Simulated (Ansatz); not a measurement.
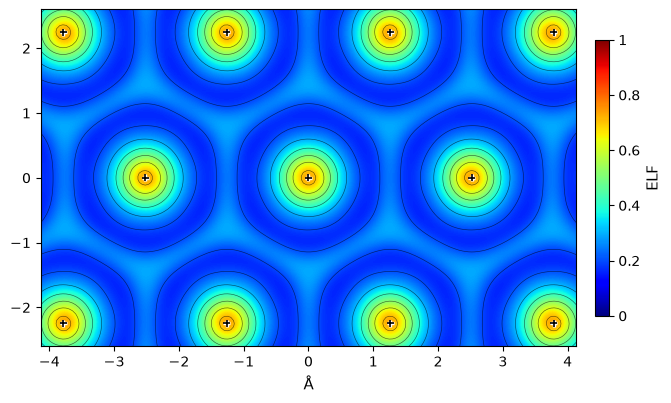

The electron localisation function on a plane through atoms (crosses mark nuclei in the plane).

Method: DFT, RPBE, plane waves (420 eV) with PAW, scalar-relativistic (Ansatz 0.2.0).

Candidates:
A. Nb, a = 4.19 Å, b = 4.19 Å, c = 4.19 Å, α = 90.00°, β = 90.00°, γ = 90.00°. Space group Fm-3m; set up as Nb, fcc; a generated structure, not necessarily the stable one; changed on purpose from its base cell (volume × 0.96); computed pressure about 7 GPa in this cell; computed without spin polarisation.
B. Pt, a = 2.64 Å, b = 2.64 Å, c = 2.64 Å, α = 90.00°, β = 90.00°, γ = 90.00°. Space group Pm-3m; set up as Pt, simple cubic; a generated structure, not necessarily the stable one.
C. Ni, a = 2.52 Å, b = 4.50 Å, c = 8.63 Å, α = 90.00°, β = 90.00°, γ = 90.03°. Space group Fddd; set up as Ni, beta-Sn type; a generated structure, not necessarily the stable one; changed on purpose from its base cell (volume × 1.08); computed pressure about −11 GPa in this cell; computed without spin polarisation.

> Which system is this?

Candidate C: Ni on the (001) plane of the conventional cell, which holds Ni. Ni–Ni (2.52 Å): the ELF is about 0.25 at the midpoint: no shared electron pair shows on this line. Ni–Ni (2.58 Å): the ELF is about 0.25 at the midpoint (no shared electron pair shows on this line).
